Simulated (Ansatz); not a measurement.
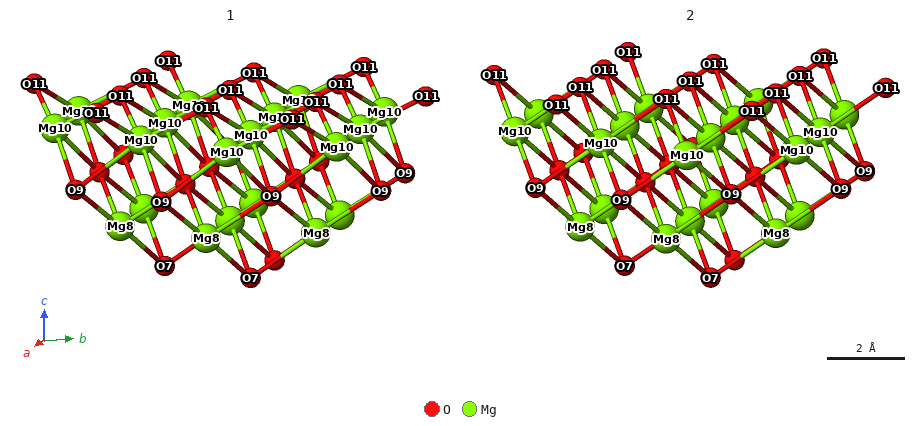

Two geometries of a slab of composition Mg5O6 (cut from the Fm-3m phase), drawn at one scale. One is the start of a relaxation, the other its converged end. Style: ball-and-stick. Shown: the atoms within 5.8 Å of the atom that moves most (axes of the 2 × 3 repeat of the cell, outlined in the plane, without the vacuum), slightly off an axis.

Theory: DFT PBE, scalar-relativistic, plane waves, PAW in Ansatz. Set-up: plane-wave cutoff 420 eV; k-point mesh 9 × 9 × 1; occupations gaussian; smearing width 0.05 eV; no spin polarisation; dipole correction; atoms relaxed in a fixed cell; force threshold 0.02 eV/Å; at most 60 steps.

### Which of the two is the end point?

Structure 1 is the relaxed one. Case: (1 1 1) slab, atoms relaxed. The slab is the (1 1 1) face of MgO. The largest moves relative to the layer's centre, 0.23 Å, are those of O1 and O11. O11 goes along the normal (−c). Largest moves by element: O 0.23 Å, Mg 0.08 Å. The cell doesn't change. Near-neighbour distances that change, for instance: Mg10–O11 2.127 → 1.966 Å, O9–Mg10 2.127 → 2.206 Å, Mg8–O9 2.127 → 2.090 Å, O7–Mg8 2.127 → 2.140 Å. Bond angles that change, for instance: O9–Mg10–O11 180.0° → 169.9°, Mg10–O11–Mg10 90.0° → 99.8°, O11–Mg10–O11 90.0° → 99.8°. The energy falls by 0.329 eV per cell of the calculation in 4 accepted moves (5 points after the start). The largest force component goes from 1.1 to 0.011 eV/Å. 1 step only repeated the SCF at the same geometry.
